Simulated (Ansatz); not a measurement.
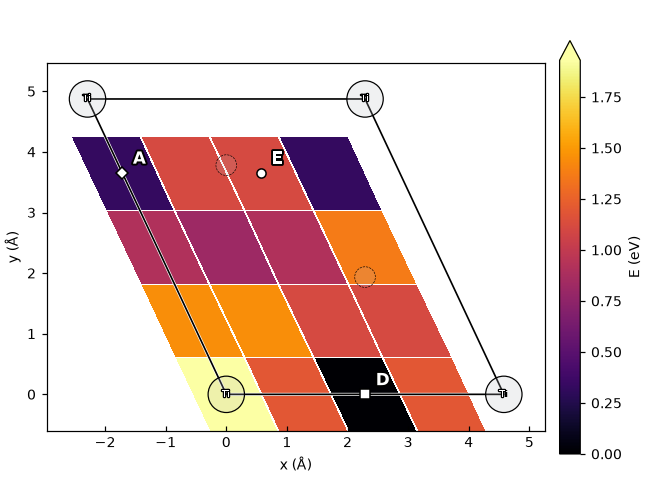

O on a Ti(101) slab cut from the P6/mmm phase, its upper half relaxed before the scan (9 atoms of substrate and one adsorbate in a 1 × 1 cell). 
- O is moved over the surface cell; relaxed at each place: the height of the adsorbate's atoms; substrate rigid; the origin of the map has the adsorbate above Ti9.
- Places are given modulo a cell vector. The map is drawn in real space over the plane of the surface.
- The scan uses a 4 × 4 grid.
- All energies are given in eV relative to the lowest grid point.
- With one adsorbate in each 1 × 1 cell, its nearest image is 4.6 Å away, so neighbouring adsorbates interact. The runs have no spin polarisation; a magnetic state may lie lower.
- Computed with Ansatz 0.2.0, DFT PBE, scalar-relativistic, plane waves, PAW. Settings: cutoff 420 eV, k-mesh 7×6×1, gaussian smearing 0.1 eV, no spin polarisation.

Drawn: one coloured cell a grid point, labelled circles for the atoms of the top layer and small ones for the second layer, the outline of one cell of the plane, one colour for all values above the top of the scale, lettered points.

Is A the lowest point of the computed grid?

Answer. No. A lies 0.33 eV above the lowest grid point, which is at a bridge site between two Ti atoms, (2/4, 0/4) of the cell vectors.

Rank the lettered points by energy, lowest first.

Answer. D (0.00 eV), A (0.33 eV), E (1.11 eV).

PAW datasets: the set soft_1.
